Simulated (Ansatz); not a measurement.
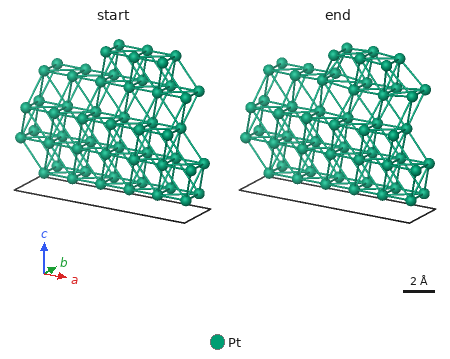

The structure of a slab of composition Pt (cut from the Fm-3m phase) before (left) and after (right) a constrained relaxation, at one scale.

Style: ball-and-stick. Shown: the 1 × 2 repeat of the cell, outlined in the plane, without the vacuum (origin shifted), slightly off an axis.

Case: stripe over 3 of 6 cells, two steps. 12 atoms are held fixed.

All numbers below come from Ansatz 0.2.0, DFT PBE, scalar-relativistic, plane waves, PAW. Set-up: plane-wave cutoff 420 eV; k-point mesh 2 × 12 × 1; occupations gaussian; smearing width 0.1 eV; no spin polarisation; dipole correction; atoms relaxed in a fixed cell; force threshold 0.02 eV/Å; at most 45 steps.

What changed between the two?

A Pt atom moves most: 0.30 Å at 43° to the normal (−c side). The lattice vectors keep their values. Near-neighbour distances that change, for instance: Pt–Pt 2.807 → 3.008 Å, Pt–Pt 2.807 → 2.647 Å, Pt–Pt 2.807 → 2.673 Å, Pt–Pt 2.807 → 2.934 Å. The energy falls by 0.482 eV per cell of the calculation in 5 geometry steps. Largest force component: 0.75 eV/Å at the start, 0.0096 eV/Å at the end. The run took 14 min on 4 threads of Arm Neoverse V1, with other jobs on the host, peak memory 5.3 GiB.
